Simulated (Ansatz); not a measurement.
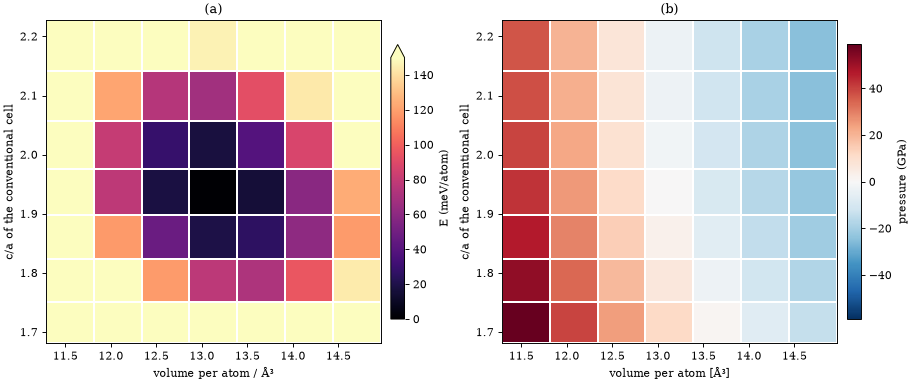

TaN (P6_3mc, No. 186; 4 atoms in the cell). The energy is mapped over volume and the cell's shape. Coordinates scanned: (1) volume per atom; (2) c/a of the conventional cell. Nothing is relaxed (fractional coordinates fixed). Grid: 7 × 7 points. Points are written as (first, second). Energies: meV/atom, counted from the lowest grid point. Method: DFT PBE, scalar-relativistic, plane waves, PAW (Ansatz). Settings: cutoff 520 eV, k-mesh 18×18×8 in the order of the run's cell vectors, gaussian smearing 0.15 eV, no spin polarisation.

Panel (a) is the energy; panel (b) is the computed pressure, in GPa.

In the figure: one coloured cell a grid point, one colour for all values above the top of the scale.

How does the pressure vary over the map, and what is it at the lowest grid point?

Answer. It runs from −25 GPa at (14.70 Å³, 2.098) to 59 GPa at (11.55 Å³, 1.716). At the lowest grid point, (13.13 Å³, 1.936), it is 0 GPa. The pressure is minus the slope of the energy with volume, so it vanishes at the true minimum, which need not be a grid point.

PAW datasets: the set soft_1.
